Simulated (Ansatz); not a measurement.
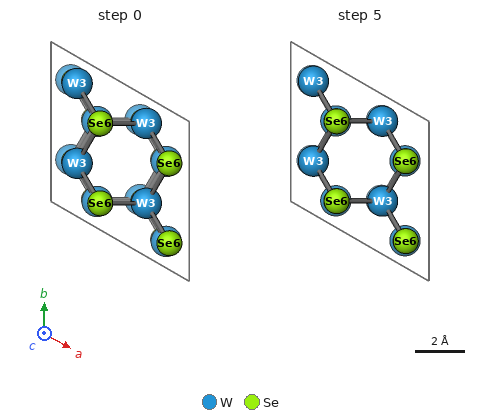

The structure of crystalline WSe2 (set up in C2) before (left) and after (right) a relaxation, at one scale.

Style: ball-and-stick. Shown: the 2 × 2 repeat of the cell, outlined in the plane, without the vacuum, along the c axis.

Case: mode 4 (9.6 1/cm) frozen in at 0.15 Å; cell and atoms relaxed.

All numbers below come from DFT PBEsol, scalar-relativistic, plane waves, PAW (Ansatz 0.2.0).

Input
```yaml
crystal:
  lattice:
    - [3.2709028869, 0.0, 0.0]
    - [-1.6354514434, 2.8326849934, 0.0]
    - [0.0, 0.0, 29.1847510368]
  atoms:
    - { symbol: W, position: [0.6666666667, 0.3333333333, 0.0] }
    - { symbol: W, position: [0.2876605578, 0.6666666667, 0.7734641584] }
    - { symbol: W, position: [0.3790061088, 0.6666666667, 0.2265358416] }
    - { symbol: Se, position: [0.333752327, 0.6666666667, 0.0573689676] }
    - { symbol: Se, position: [0.6212265192, 0.3333333333, 0.8308403025] }
    - { symbol: Se, position: [0.7125255641, 0.3333333333, 0.2838341571] }
    - { symbol: Se, position: [0.3329143397, 0.6666666667, 0.9426310324] }
    - { symbol: Se, position: [0.6208077692, 0.3333333333, 0.7161658429] }
    - { symbol: Se, position: [0.7121068142, 0.3333333333, 0.1691596975] }
basis:
  ecutwfc: 420
kpoints:
  mp_grid: { grid: [12, 12, 1] }
hamiltonian:
  xc: pbesol
scf:
  occupations: { method: gaussian, width: 0.05 }
output:
  forces: true
  stress: true
  eigenvalues: true
relax:
  adjacent_minimum: "off"
  f_tol: 0.008
  max_steps: 80
  cell: { stress_tol: 0.08 }
```

Run as
```bash
ansatz run input.yaml --threads 2 --pin off --max-ram 5120MiB --backend cpu --events-out ev --progress --plain --runs-dir out
```

Describe what moved and what it gained.

The largest moves relative to the layer's centre, 0.10 Å, are those of Se5 and Se9. Se9 goes within the plane. Largest moves by element: Se 0.10 Å, W 0.09 Å. In the plane the drawn cell goes a 6.542 → 6.542 Å (0.0 %), b 6.542 → 6.542 Å (0.0 %). The space group stays C2 (No. 5). Over 4 accepted moves (5 points after the start) the energy falls by 0.3 meV per atom. Largest force component: 0.0092 eV/Å at the start, 0.00038 eV/Å at the end. At 1 point the geometry stayed and the basis and grid were re-selected for the new cell (energy shift of less than 0.05 meV per atom at most each time).

Limits of the set-up: layers or molecules are held without a dispersion correction, so their spacing is unreliable.
